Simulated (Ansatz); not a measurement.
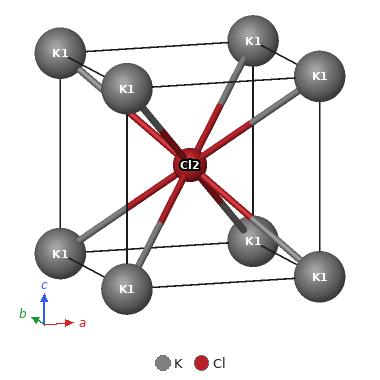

The system is KCl (Pm-3m, No. 221; 2 atoms in the cell); the picture shows the reference structure. The cell is strained homogeneously, by one strain along x and y and another along z, with fractional coordinates fixed (x, y and z along the cube axes). First axis: strain along x and y. Second axis: strain along z. The scan uses a 5 × 5 grid. Energies are in meV/atom, from the unstrained cell. The reference cell is the one listed in the database, not relaxed at this level. The calculation used DFT PBEsol, scalar-relativistic, plane waves, PAW in Ansatz. Settings: cutoff 420 eV, k-mesh 6×6×6, gaussian smearing 0.05 eV, no spin polarisation.

Its coordinates:

```
CELL_PARAMETERS angstrom
3.83920 0.00000 0.00000
0.00000 3.83920 0.00000
0.00000 0.00000 3.83920
ATOMIC_POSITIONS crystal
K 0.00000 0.00000 0.00000
Cl 0.50000 0.50000 0.50000
```

Range: strain along x and y from −5.0 to 5.0 %; strain along z from −5.0 to 5.0 %.

**What will the energy surface look like?**

The lowest grid point is at strain along x and y = −2.5 %, strain along z = −2.5 %, −10.6 meV/atom from the unstrained cell. No other kind of well shows on this grid. The highest grid point, strain along x and y = 5.0 %, strain along z = 5.0 %, lies 73.7 meV/atom above the lowest. The gap on the k-mesh is 4.9 eV at the lowest point and runs from 4.0 to 5.3 eV over the map.

```tsv
strain along z ↓, strain along x and y →	−5.0	−2.5	0.0	2.5	5.0
5.0	15.6	13.1	21.4	38.6	63.1
2.5	3.8	0.6	8.6	26.0	51.0
0.0	−3.1	−7.5	0.0	17.3	42.7
−2.5	−4.7	−10.6	−3.9	13.1	38.6
−5.0	−0.2	−8.1	−2.6	13.9	39.4
```

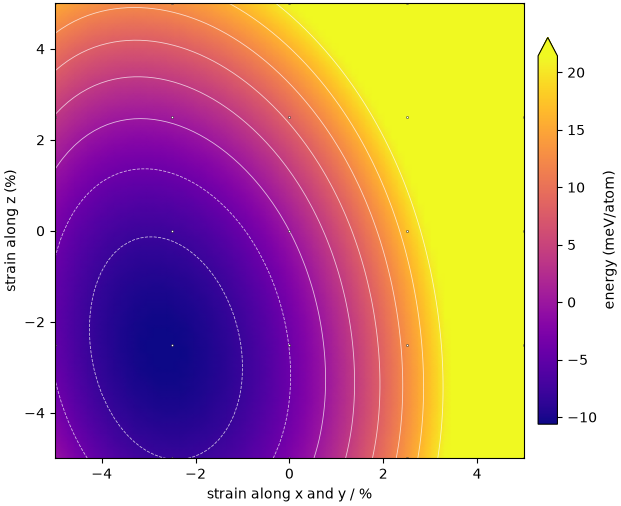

The picture shows a smooth colour map with a few white contour lines, dots at the grid points, one colour for all values above the top of the scale. Between grid points the surface is interpolated.
